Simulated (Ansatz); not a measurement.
# Sn3H: what a guessed cell relaxes into, part 1 of 2

Where does this trial cell of Sn3H go when cell and atoms are let free?

Program: Ansatz 0.2.0. Level of theory: DFT PBE, scalar-relativistic, plane waves, PAW. These are calculated values, not measurements.

## Step 1: The structure to begin with

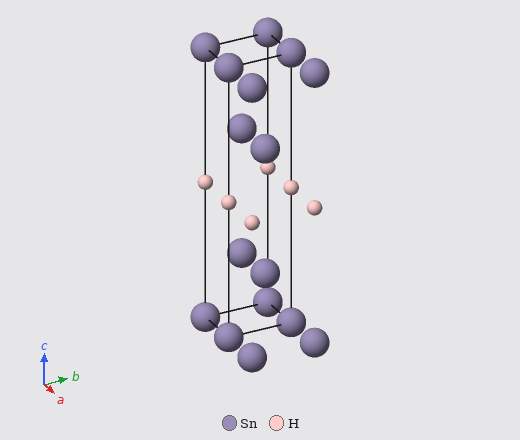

The starting structure, seen slightly off an axis (tin purple, hydrogen pink). 2×1×1 cells are drawn. Atoms on the faces are drawn again on the opposite ones.

Structure file:

```cif
data_structure
_symmetry_space_group_name_H-M 'P-6m2'
_symmetry_Int_Tables_number 187
_cell_length_a 3.4701
_cell_length_b 3.4701
_cell_length_c 10.8462
_cell_angle_alpha 90.000
_cell_angle_beta 90.000
_cell_angle_gamma 120.000
_cell_volume 113.11
loop_
_atom_site_label
_atom_site_type_symbol
_atom_site_symmetry_multiplicity
_atom_site_Wyckoff_symbol
_atom_site_fract_x
_atom_site_fract_y
_atom_site_fract_z
_atom_site_occupancy
Sn1 Sn 1 a 0.00000 0.00000 0.00000 1
Sn2 Sn 2 i 0.66667 0.33333 0.73091 1
H1 H 1 b 0.00000 0.00000 0.50000 1
```

A structure generator made this guess: species swapped into a database cell of Mg3Zn (P-6m2, No. 187), with Sn on the Mg sites and H on the Zn sites. The dimensions are guesses.

## Step 2: Probe: one point on a coarse mesh

input.yaml reads:

```yaml
crystal:
  lattice:
    - [3.47011268, 0.0, 0.0]
    - [-1.73505634, 3.00520574, 0.0]
    - [0.0, 0.0, 10.84622515]
  atoms:
    - { symbol: Sn, position: [0.0, 0.0, 0.0] }
    - { symbol: Sn, position: [0.66666667, 0.33333333, 0.7309134] }
    - { symbol: Sn, position: [0.66666667, 0.33333333, 0.2690866] }
    - { symbol: H, position: [0.0, 0.0, 0.5] }
basis:
  ecutwfc: 420
kpoints:
  mp_grid: { grid: [6, 6, 2] }
hamiltonian:
  xc: pbe
scf:
  occupations: { method: gaussian, width: 0.1 }
  lower_state_search: "off"
output:
  forces: true
  stress: true
  eigenvalues: true
```

Launch:

```
$ ansatz run input.yaml --threads 1 --pin off --max-ram 2560MiB --backend cpu --events-out ev --progress --plain --runs-dir out
```

Output, shortened:

```text
[...]
SCF converged after 10 iterations
Free energy (F): -18086.162001 eV
[...]
E sigma→0 (E₀):  -18086.154713 eV
Entropy (-TS):   -0.014576 eV (-3.644 meV/atom)
Fermi energy:    6.855508 eV
[...]
--- Forces (eV/Å), atoms counted from 1 ---
  atom   1  Sn     0.00000000    -0.00000000     0.00000000
  atom   2  Sn    -0.00000000     0.00000000    -0.54066711
  atom   3  Sn    -0.00000000     0.00000000     0.54066711
  atom   4  H      0.00000000    -0.00000000     0.00000000
[...]
--- Stress (GPa, compression-positive) ---
       -4.447110       0.000000       0.000000
        0.000000      -4.447110      -0.000000
        0.000000      -0.000000      -5.995991
  P = ⅓ Tr σ = -4.9634 GPa (-49.634 kbar)
--- Band table (eV; the first three rows and the last of 14) ---
  k-point 0: bands = ["-15.0106", "-15.0095", "-14.9694", "-14.9694", "-14.9683", "-14.9683", "-14.9314", "-14.9314", "-14.9311", "-14.9311", "-14.8372", "-14.8372", "-14.8211", "-14.7521", "-14.7521", "-3.3824", "-2.3089", "-1.0232", "3.8184", "4.1643", "8.9159", "10.2349", "12.3248", [...]
[...]
```

Run time: 2.9 s. Hardware: 1 thread of Arm Neoverse V2, shared host; peak memory 0.31 GiB.

Read-out: pressure -5.0 GPa, largest force 0.54 eV/Å, gap on this mesh none (metal). A guess like this is first relaxed loosely on the coarse mesh.

## Step 3: Rough relaxation on the coarse mesh

Changes to input.yaml since step 2:

```diff
@@ -23 +23,6 @@
   eigenvalues: true
+relax:
+  adjacent_minimum: "off"
+  f_tol: 0.04
+  max_steps: 70
+  cell: { stress_tol: 0.4 }
```

Launch:

```
$ ansatz run input.yaml --threads 1 --pin off --max-ram 2560MiB --backend cpu --events-out ev --progress --plain --runs-dir out
```

Output:

```text
Warning: RAYON_NUM_THREADS=1 ignored (pool sized by the plan → 1); use --threads N
Engine: ansatz 0.2.0, aarch64-unknown-linux-gnu
Pseudopotentials: kind: paw
Pseudopotential: Sn, paw, valence charge 14, recommended cutoff 420 eV (normal), Sn.paw.azcp
Pseudopotential: H, paw, valence charge 1, recommended cutoff 420 eV (normal), H.paw.azcp
Functional definition: PBE
  parameter kappa = 0.804
  parameter beta = 0.06672455060314922
  exchange = pbe_x(kappa = kappa, mu = beta*pi^2/3)
  correlation = pbe_c(beta = beta)
Crystal: 4 atoms, lattice volume = 113.109 Å³
Basis set: ecut = 420 eV, 2191 PW (Γ), exchange–correlation on 48×48×150 points (8 copies of the dense FFT grid, shifted against one another)
Bands: 26, of which v1, the nominal top of the filled ones, is band 22 counted from 1 (21 counted from 0)
Symmetry: 12 space group operations
Space group: P-6m2 (ITA 187), of the structure as read, at distance tolerance 4.8e-5 Å
k-points: 14 of 72 (time reversal used)
Non-local potential: Sn, projectors of the file, l = 0: 2, l = 1: 2, l = 2: 2, l = 3: 2
Non-local potential: H, projectors of the file, l = 0: 2, l = 1: 1
PAW form: soft (Blöchl's): semilocal exchange-correlation on the pseudo side does not see the compensation charge
PAW one-centre angular grid: Sn, 590 points (default); XC on 64 Gauss nodes
PAW one-centre angular grid: H, 110 points (default); XC on 64 Gauss nodes
Initial density: superposition of atomic densities (neutral atoms: chi_scale 0, normalization atom), corrected by the library's trained network
Initial wavefunctions: pseudopotential atomic-orbital guess
Functional: x = pbe(κ = 0.804, μ = 0.2195149727645171), c = pbe(β = 0.06672455060314922)
SCF iter   1: F=—  HF=-18086.180152 eV  |F-HF|=—  |Δ(HF+E_count)|=         —  Δρ=5.16e-3  dr2=1.57e-1  ethr=1.77e-3  ⟨swp⟩=6.6  Hψ=1665  notcnv=0
preconditioner: auto → LDOS  [insulator: Δε(μ)=0.240 eV  Ē_g=18.421 eV  σ=0.100 eV  W_gap=0.75  n_scr=26 (ndim 8)  ℏωp=22.9 eV  f_vac=0.016  D(μ)=2.83/eV (n_scr^D=12)  ε∞_Penn≈2.5  β→1.0]
SCF iter   2: F=—  HF=-18086.188564 eV  |F-HF|=—  |Δ(HF+E_count)|=   8.41e-3  Δρ=9.53e-3  dr2=3.49e-1  ethr=3.64e-4  ⟨swp⟩=2.1  Hψ=540  notcnv=0  defer=6
SCF iter   3: F=—  HF=-18086.163825 eV  |F-HF|=—  |Δ(HF+E_count)|=   2.47e-2  Δρ=2.75e-3  dr2=1.74e-2  ethr=3.64e-4  ⟨swp⟩=1.9  Hψ=369  notcnv=0  defer=6
SCF iter   4: F=—  HF=-18086.163441 eV  |F-HF|=—  |Δ(HF+E_count)|=   3.83e-4  Δρ=1.75e-3  dr2=1.05e-2  ethr=4.04e-5  ⟨swp⟩=1.0  Hψ=372  notcnv=0  defer=6
SCF iter   5: F=—  HF=-18086.162211 eV  |F-HF|=—  |Δ(HF+E_count)|=   1.23e-3  Δρ=6.55e-4  dr2=1.93e-3  ethr=2.45e-5  ⟨swp⟩=1.4  Hψ=362  notcnv=0  defer=6
SCF iter   6: F=—  HF=-18086.162037 eV  |F-HF|=—  |Δ(HF+E_count)|=   1.74e-4  Δρ=2.45e-4  dr2=3.36e-4  ethr=4.48e-6  ⟨swp⟩=1.4  Hψ=362  notcnv=0  defer=6
SCF iter   7: F=—  HF=-18086.162003 eV  |F-HF|=—  |Δ(HF+E_count)|=   3.46e-5  Δρ=9.20e-5  dr2=5.39e-5  ethr=7.81e-7  ⟨swp⟩=1.5  Hψ=372  notcnv=0  defer=6
SCF iter   8: F=—  HF=-18086.162005 eV  |F-HF|=—  |Δ(HF+E_count)|=   1.92e-6  Δρ=7.86e-5  dr2=3.38e-5  ethr=1.25e-7  ⟨swp⟩=1.0  Hψ=372  notcnv=0  defer=3
SCF iter   9: F=—  HF=-18086.162001 eV  |F-HF|=—  |Δ(HF+E_count)|=   3.73e-6  Δρ=1.09e-5  dr2=6.00e-7  ethr=7.86e-8  ⟨swp⟩=1.5  Hψ=364  notcnv=0  defer=3
SCF iter  10: F=-18086.162001 eV  HF=-18086.162001 eV  |F-HF|=3.62e-8  |Δ(HF+E_count)|=   3.12e-8  Δρ=2.96e-6  dr2=4.20e-8  ethr=2.33e-10  ⟨swp⟩=5.8  Hψ=1373  notcnv=0
SCF 1 converged in 10 iterations: F = -18086.162001 eV  dr2 = 4.20e-8
relax step   1: F+E_penalty+E_count = -18086.16200086 eV  Δ(F+E_penalty+E_count) = +0.000e0 eV  max|allowed force component| = 5.407e-1 eV/Å  Δτ_max = 0.0000 Å  P = -4.963 GPa  Ω = 113.109 Å³  (10 SCF iters, dr2 threshold 1.00e-7 eV, accepted)
Crystal: 4 atoms, lattice volume = 101.639 Å³
Basis set: ecut = 420 eV, 1979 PW (Γ), exchange–correlation on 48×48×150 points (8 copies of the dense FFT grid, shifted against one another)
Initial density: handed on by an earlier stage of this run
Initial wavefunctions: those handed on with the density
iter 1 solved again at ethr=4.95e-5 eV; its pass at ethr=3.10e-3 eV (dr2=2.13e-2 eV) is discarded
SCF iter   1: F=—  HF=-18086.695429 eV  |F-HF|=—  |Δ(HF+E_count)|=         —  Δρ=3.08e-3  dr2=2.09e-2  ethr=4.95e-5  ⟨swp⟩=1.5  Hψ=2250  notcnv=0
preconditioner: auto → Resta (q_TF=auto, 2.364 Å⁻¹)  ε∞=2.7  [insulator: Δε(μ)=0.101 eV  Ē_g=18.645 eV  σ=0.100 eV  W_gap=0.52  n_scr=24 (ndim 8)  ℏωp=24.2 eV  f_vac=0.001  D(μ)=3.05/eV (n_scr^D=24)  ε∞_Penn≈2.7]
SCF iter   2: F=—  HF=-18086.692688 eV  |F-HF|=—  |Δ(HF+E_count)|=   2.74e-3  Δρ=2.07e-3  dr2=7.46e-3  ethr=4.87e-5  ⟨swp⟩=1.7  Hψ=397  notcnv=0
preconditioner: auto → Kerker (q_TF=auto, 2.364 Å⁻¹)  [metal: Δε(μ)=0.092 eV  Ē_g=18.639 eV  σ=0.100 eV  W_gap=0.48  n_scr=24 (ndim 8)  ℏωp=24.2 eV  f_vac=0.002  D(μ)=3.06/eV (n_scr^D=24)]
SCF iter   3: F=—  HF=-18086.692120 eV  |F-HF|=—  |Δ(HF+E_count)|=   5.69e-4  Δρ=9.79e-4  dr2=2.26e-3  ethr=1.74e-5  ⟨swp⟩=1.5  Hψ=371  notcnv=0
SCF iter   4: F=—  HF=-18086.691956 eV  |F-HF|=—  |Δ(HF+E_count)|=   1.63e-4  Δρ=2.24e-4  dr2=1.69e-4  ethr=5.25e-6  ⟨swp⟩=2.0  Hψ=429  notcnv=0
SCF iter   5: F=—  HF=-18086.691993 eV  |F-HF|=—  |Δ(HF+E_count)|=   3.65e-5  Δρ=7.46e-5  dr2=8.16e-6  ethr=3.92e-7  ⟨swp⟩=2.0  Hψ=442  notcnv=0
SCF iter   6: F=—  HF=-18086.691999 eV  |F-HF|=—  |Δ(HF+E_count)|=   6.66e-6  Δρ=2.49e-5  dr2=1.07e-6  ethr=1.90e-8  ⟨swp⟩=3.0  Hψ=676  notcnv=0
SCF iter   7: F=-18086.692000 eV  HF=-18086.692000 eV  |F-HF|=3.86e-8  |Δ(HF+E_count)|=   4.31e-7  Δρ=6.68e-6  dr2=1.20e-7  ethr=9.30e-10  ⟨swp⟩=7.1  Hψ=1674  notcnv=0
SCF 2 converged in 7 iterations: F = -18086.692000 eV  dr2 = 1.20e-7
relax step   2: F+E_penalty+E_count = -18086.69199978 eV  Δ(F+E_penalty+E_count) = -5.300e-1 eV  max|allowed force component| = 6.976e-1 eV/Å  Δτ_max = 0.1799 Å  P = -3.166 GPa  Ω = 101.639 Å³  energy of the carried Pulay correction = +2.536e-3 eV  (7 SCF iters, dr2 threshold 4.00e-7 eV, accepted)
Crystal: 4 atoms, lattice volume = 95.404 Å³
Basis set: ecut = 420 eV, 1881 PW (Γ), exchange–correlation on 48×48×150 points (8 copies of the dense FFT grid, shifted against one another)
iter 1 solved again at ethr=3.11e-5 eV; its pass at ethr=3.10e-3 eV (dr2=1.34e-2 eV) is discarded
SCF iter   1: F=—  HF=-18087.041523 eV  |F-HF|=—  |Δ(HF+E_count)|=         —  Δρ=2.48e-3  dr2=1.30e-2  ethr=3.11e-5  ⟨swp⟩=1.9  Hψ=2176  notcnv=0
preconditioner: auto → Resta (q_TF=auto, 2.389 Å⁻¹)  ε∞=2.8  [insulator: Δε(μ)=0.434 eV  Ē_g=18.843 eV  σ=0.100 eV  W_gap=0.70  n_scr=24 (ndim 8)  ℏωp=24.9 eV  f_vac=0.000  D(μ)=2.74/eV (n_scr^D=24)  ε∞_Penn≈2.8]
SCF iter   2: F=—  HF=-18087.039974 eV  |F-HF|=—  |Δ(HF+E_count)|=   1.55e-3  Δρ=1.73e-3  dr2=4.29e-3  ethr=3.03e-5  ⟨swp⟩=1.7  Hψ=395  notcnv=0
SCF iter   3: F=—  HF=-18087.039903 eV  |F-HF|=—  |Δ(HF+E_count)|=   7.12e-5  Δρ=6.71e-4  dr2=3.36e-3  ethr=9.99e-6  ⟨swp⟩=1.8  Hψ=407  notcnv=0
SCF iter   4: F=—  HF=-18087.039643 eV  |F-HF|=—  |Δ(HF+E_count)|=   2.60e-4  Δρ=1.59e-4  dr2=3.37e-5  ethr=7.81e-6  ⟨swp⟩=1.7  Hψ=395  notcnv=0
SCF iter   5: F=—  HF=-18087.039674 eV  |F-HF|=—  |Δ(HF+E_count)|=   3.02e-5  Δρ=5.99e-5  dr2=4.04e-6  ethr=7.83e-8  ⟨swp⟩=2.2  Hψ=507  notcnv=0
SCF iter   6: F=-18087.039678 eV  HF=-18087.039678 eV  |F-HF|=8.58e-8  |Δ(HF+E_count)|=   4.09e-6  Δρ=1.23e-5  dr2=2.44e-7  ethr=9.30e-10  ⟨swp⟩=5.1  Hψ=1870  notcnv=0
SCF 3 converged in 6 iterations: F = -18087.039678 eV  dr2 = 2.44e-7
relax step   3: F+E_penalty+E_count = -18087.03967761 eV  Δ(F+E_penalty+E_count) = -3.477e-1 eV  max|allowed force component| = 5.428e-1 eV/Å  Δτ_max = 0.1962 Å  P = -2.046 GPa  Ω = 95.404 Å³  energy of the carried Pulay correction = +4.031e-3 eV  (6 SCF iters, dr2 threshold 4.00e-7 eV, accepted)
[... from here on, the SCF cycles and remarks between the steps are left out ...]
relax step   4: F+E_penalty+E_count = -18087.20845621 eV  Δ(F+E_penalty+E_count) = -1.688e-1 eV  max|allowed force component| = 1.715e-1 eV/Å  Δτ_max = 0.1925 Å  P = +0.299 GPa  Ω = 90.184 Å³  energy of the carried Pulay correction = +5.355e-3 eV  (6 SCF iters, dr2 threshold 4.00e-7 eV, accepted)
relax step   5: F+E_penalty+E_count = -18087.23192040 eV  Δ(F+E_penalty+E_count) = -2.346e-2 eV  max|allowed force component| = 8.458e-2 eV/Å  Δτ_max = 0.1143 Å  P = +0.501 GPa  Ω = 89.803 Å³  energy of the carried Pulay correction = +5.454e-3 eV  (7 SCF iters, dr2 threshold 4.00e-7 eV, accepted)
relax step   6: F+E_penalty+E_count = -18087.24682706 eV  Δ(F+E_penalty+E_count) = -1.491e-2 eV  max|allowed force component| = 1.991e-2 eV/Å  Δτ_max = 0.0088 Å  P = -0.398 GPa  Ω = 90.706 Å³  energy of the carried Pulay correction = +5.219e-3 eV  (7 SCF iters, dr2 threshold 4.00e-7 eV, accepted)
relax step   7: F+E_penalty+E_count = -18087.28161268 eV  Δ(F+E_penalty+E_count) = -3.479e-2 eV  max|allowed force component| = 2.846e-1 eV/Å  Δτ_max = 0.0529 Å  P = -0.485 GPa  Ω = 90.117 Å³  energy of the carried Pulay correction = +5.372e-3 eV  (6 SCF iters, dr2 threshold 4.00e-7 eV, accepted)
relax step   8: F+E_penalty+E_count = -18087.30300114 eV  Δ(F+E_penalty+E_count) = -2.139e-2 eV  max|allowed force component| = 9.258e-2 eV/Å  Δτ_max = 0.0482 Å  P = -0.533 GPa  Ω = 89.261 Å³  energy of the carried Pulay correction = +5.596e-3 eV  (5 SCF iters, dr2 threshold 4.00e-7 eV, accepted)
relax step   9: F+E_penalty+E_count = -18087.30843388 eV  Δ(F+E_penalty+E_count) = -5.433e-3 eV  max|allowed force component| = 2.614e-2 eV/Å  Δτ_max = 0.0551 Å  P = +0.386 GPa  Ω = 86.819 Å³  energy of the carried Pulay correction = +6.245e-3 eV  (5 SCF iters, dr2 threshold 4.00e-7 eV, accepted)
relax step  10: F+E_penalty+E_count = -18087.31297992 eV  Δ(F+E_penalty+E_count) = -4.546e-3 eV  max|allowed force component| = 4.968e-2 eV/Å  Δτ_max = 0.0117 Å  P = -0.099 GPa  Ω = 87.826 Å³  energy of the carried Pulay correction = +5.975e-3 eV  (5 SCF iters, dr2 threshold 4.00e-7 eV, accepted)
relax step  11: F+E_penalty+E_count = -18087.31433974 eV  Δ(F+E_penalty+E_count) = -1.360e-3 eV  max|allowed force component| = 1.492e-3 eV/Å  Δτ_max = 0.0020 Å  P = +0.007 GPa  Ω = 87.597 Å³  energy of the carried Pulay correction = +6.036e-3 eV  (4 SCF iters, dr2 threshold 4.00e-7 eV, accepted)
Basis set: ecut = 420 eV, 1723 PW (Γ), exchange–correlation on 48×48×128 points (8 copies of the dense FFT grid, shifted against one another)
Initial wavefunctions: pseudopotential atomic-orbital guess (no wavefunctions were taken with the density)
iter 1 solved again at ethr=5.76e-7 eV; its pass at ethr=3.10e-3 eV (dr2=2.48e-4 eV) is discarded
SCF iter   1: F=—  HF=-18087.310974 eV  |F-HF|=—  |Δ(HF+E_count)|=         —  Δρ=2.07e-4  dr2=4.98e-6  ethr=5.76e-7  ⟨swp⟩=3.0  Hψ=2470  notcnv=0
preconditioner: auto → Resta (q_TF=auto, 2.423 Å⁻¹)  ε∞=2.9  [insulator: Δε(μ)=0.130 eV  Ē_g=18.919 eV  σ=0.100 eV  W_gap=0.56  n_scr=24 (ndim 8)  ℏωp=26.0 eV  f_vac=0.000  D(μ)=1.13/eV (n_scr^D=4)  ε∞_Penn≈2.9]
SCF iter   2: F=—  HF=-18087.310992 eV  |F-HF|=—  |Δ(HF+E_count)|=   1.84e-5  Δρ=1.05e-4  dr2=1.24e-6  ethr=1.16e-8  ⟨swp⟩=2.0  Hψ=662  notcnv=0
SCF iter   3: F=—  HF=-18087.311000 eV  |F-HF|=—  |Δ(HF+E_count)|=   7.88e-6  Δρ=2.56e-5  dr2=5.98e-7  ethr=2.89e-9  ⟨swp⟩=3.0  Hψ=680  notcnv=0
SCF iter   4: F=—  HF=-18087.311001 eV  |F-HF|=—  |Δ(HF+E_count)|=   2.83e-7  Δρ=7.49e-6  dr2=3.87e-8  ethr=1.39e-9  ⟨swp⟩=1.8  Hψ=407  notcnv=0
SCF iter   5: F=-18087.311001 eV  HF=-18087.311001 eV  |F-HF|=2.18e-11  |Δ(HF+E_count)|=   3.17e-8  Δρ=1.28e-6  dr2=1.14e-9  ethr=5.95e-12  ⟨swp⟩=3.8  Hψ=1480  notcnv=0
SCF 12 converged in 5 iterations: F = -18087.311001 eV  dr2 = 1.14e-9
relax step  12: F+E_penalty+E_count = -18087.31100060 eV  Δ(F+E_penalty+E_count) = +3.339e-3 eV  max|allowed force component| = 1.132e-3 eV/Å  Δτ_max = 0.0000 Å  P = -0.017 GPa  Ω = 87.597 Å³  stress off target by 2.84e-2 GPa  SCF on the basis re-selected at this cell (its energy is not comparable with the rows above)  (5 SCF iters)
basis re-selected at this cell: Δ(F+E_penalty+E_count) = +3.339e-3 eV, ΔP = -0.024 GPa vs the last step (what re-selecting the basis moved, of the pressure what is left beyond the Pulay correction that the steps carried, after the strain that the cell walked since its last selection, with what the two solves' SCF thresholds leave and, on support functions, any second-order correction that the steps lacked; it is no measure of the basis error at this ecutwfc). The dense FFT grid was sized anew with the basis: this SCF ran on 24×24×64 points, the steps before it on 24×24×75, so part of this shift can come from that change (see relax.cell in the input reference). This SCF's stress stands 2.84e-2 GPa from its target on what of the cell is left free (relax.cell.stress_tol is 4.00e-1 GPa) and its largest allowed force component is 1.13e-3 eV/Å (relax.f_tol is 4.00e-2 eV/Å): within both
SCF converged after 5 iterations
Free energy (F): -18087.311001 eV
Harris-Foulkes:  -18087.311001 eV  (|F-HF|=2.18e-11)
Internal energy: -18087.305346 eV  (E = F + TS)
E sigma→0 (E₀):  -18087.308173 eV
Entropy (-TS):   -0.005655 eV (-1.414 meV/atom)
Fermi energy:    10.133223 eV
--- Per-component energies (eV) ---
  E_band       = -270.805057
  E_kinetic    = 569.316936
  E_local      = -2594.492686  (includes V_loc(G=0)·N_el)
  E_nonlocal   = -97.013237
  E_hartree    = 1604.426707
  E_xc         = -1157.084760
  E_vxc        = -299.746570  (∫ρ·V_xc dr)
  E_paw        = -12404.058842  (= ΣΔE_a)
  E_vpaw       = -1057.722636  (= ΣTr[D̂ρ^β])
  E_aug_tail   = -0.000971  (compensation charges beyond the density's cutoff)
  E_ewald      = -4008.398493
  E_smearing   = -0.005655  (= −TS)
  E_closure    = -0.000000  (closes the sum)
  Σ components = -18087.311001   (vs F -18087.311001, Δ=0.00e0)
--- Forces (eV/Å), atoms counted from 1 ---
  atom   1  Sn    -0.00000000     0.00000000     0.00000000
  atom   2  Sn     0.00000000    -0.00000000     0.00113248
  atom   3  Sn    -0.00000000    -0.00000000    -0.00113248
  atom   4  H      0.00000000    -0.00000000     0.00000000
  max |Σ_I F_I| component: 1.23e-16 eV/Å
--- Stress (GPa, compression-positive) ---
       -0.028389       0.000000      -0.000000
       -0.000000      -0.028389       0.000000
       -0.000000       0.000000       0.005573
  P = ⅓ Tr σ = -0.0171 GPa (-0.171 kbar)
--- Band table (eV; the first three rows and the last of 14) ---
  k-point 0: bands = ["-11.6386", "-11.6386", "-11.6348", "-11.5390", "-11.5390", "-11.4758", "-11.3647", "-11.3647", "-11.3567", "-11.3567", "-11.3283", "-11.3078", "-11.3078", "-11.2581", "-11.2581", "-1.0407", "0.7098", "1.1363", "6.6860", "7.8158", "14.2450", "15.6545", "16.1057", "16.1057", "17.1759", "17.1759"]
  k-point 1: bands = ["-11.6385", "-11.6385", "-11.6347", "-11.5393", "-11.5393", "-11.4757", "-11.3636", "-11.3636", "-11.3579", "-11.3579", "-11.3286", "-11.3067", "-11.3067", "-11.2590", "-11.2590", "-0.7570", "-0.2986", "2.5352", "4.6453", "10.8975", "11.9299", "15.1877", "16.3799", "16.3799", "16.6157", "16.6157"]
  k-point 2: bands = ["-11.6509", "-11.6077", "-11.6028", "-11.5582", "-11.5434", "-11.4579", "-11.3679", "-11.3666", "-11.3288", "-11.3285", "-11.3215", "-11.3126", "-11.2998", "-11.2749", "-11.2615", "-0.5328", "1.2121", "1.6436", "7.0902", "8.3289", "11.8796", "13.3215", "14.1526", "14.6651", "15.2099", "16.1401"]
  k-point 13: bands = ["-11.5947", "-11.5934", "-11.5720", "-11.5696", "-11.5454", "-11.3796", "-11.3717", "-11.3568", "-11.3052", "-11.3005", "-11.2996", "-11.2948", "-11.2897", "-11.2887", "-11.2251", "4.1570", "4.7388", "5.1046", "5.4028", "7.5924", "7.7338", "8.7863", "9.4006", "9.9722", "10.0219", "10.0260"]
--- Relaxed structure (11 steps of the walk, 11 accepted, 1 SCFs on fresh bases) ---
  F+E_penalty+E_count = -18087.31100060 eV   max|allowed force component| = 1.132e-3 eV/Å   (the final SCF, on the basis selected at the relaxed cell)
  cell:  # Å, volume = 87.5972 Å³
    - [3.3561860820202356, -6.324196773986583e-18, 1.3157267415775683e-17]
    - [-1.6780930410101178, 2.906542406857288, -6.5786337078878414e-18]
    - [4.1124510293586695e-17, -2.95156877078181e-33, 8.97981552744754]
  atoms:
    - { symbol: Sn, position: [-9.251858607474687e-18, -1.8503717008154225e-17, 7.996899621693759e-20] }
    - { symbol: Sn, position: [0.6666666666666666, 0.33333333333333326, 0.6721536598522944] }
    - { symbol: Sn, position: [0.6666666666666666, 0.33333333333333326, 0.3278463401477057] }
    - { symbol: H, position: [-9.251858607474684e-18, -1.8503717008154225e-17, 0.5] }
```

Run time: 35 s. Hardware: 1 thread of Arm Neoverse V2, shared host; peak memory 0.33 GiB.

The steps of the relaxation:

```csv
step,E - E(step 1) (eV/cell),largest force component (eV/Å),pressure (GPa),volume (Å³)
1,0.0000,0.5407,-4.96,113.11
2,-0.5300,0.6976,-3.17,101.64
3,-0.8777,0.5428,-2.05,95.40
4,-1.0465,0.1715,0.30,90.18
5,-1.0699,0.0846,0.50,89.80
6,-1.0848,0.0199,-0.40,90.71
7,-1.1196,0.2846,-0.49,90.12
8,-1.1410,0.0926,-0.53,89.26
9,-1.1464,0.0261,0.39,86.82
10,-1.1510,0.0497,-0.10,87.83
11,-1.1523,0.0015,0.01,87.60
12,-1.1490,0.0011,-0.02,87.60
```

Step 1 is the start. Step 12 repeats the geometry before it on a plane-wave basis chosen anew for that cell, so its energy need not be comparable with the rows above.

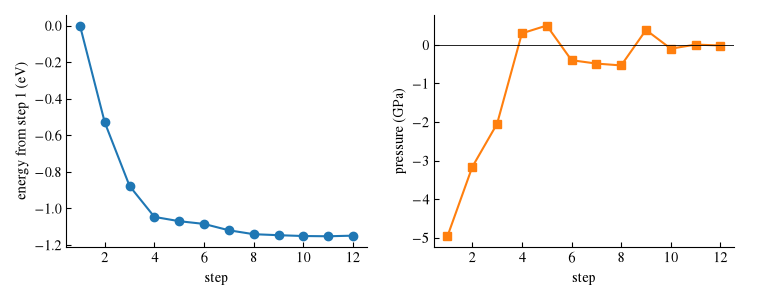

Energy and pressure along the relaxation.

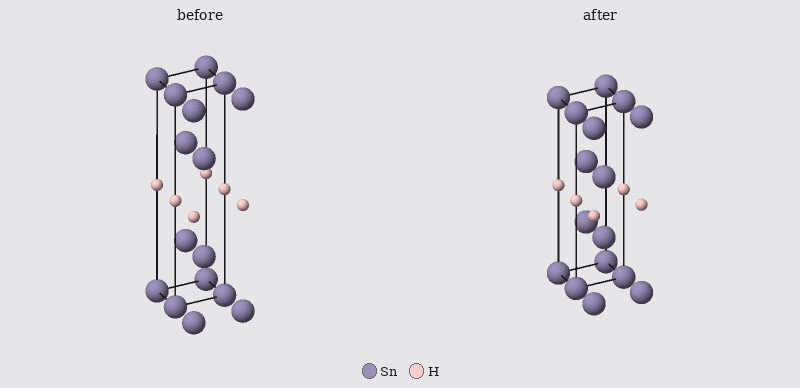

The structure before (left) and after (right) the relaxation, drawn at the same scale.

|  | before | after | change |
| --- | --- | --- | --- |
| a (Å) | 3.470 | 3.356 | -3.3 % |
| b (Å) | 3.470 | 3.356 | -3.3 % |
| c (Å) | 10.846 | 8.980 | -17.2 % |
| volume (Å³/atom) | 28.28 | 21.90 | -22.6 % |
| shortest distance (Å) | 3.207 | 2.479 | -22.7 % |
| space group (0.01 Å) | P-6m2 | P-6m2 | same |

Forces and stress were held to the start's 12 operations: a distortion of lower symmetry was not tested.

(Continued in part 2 of 2.)
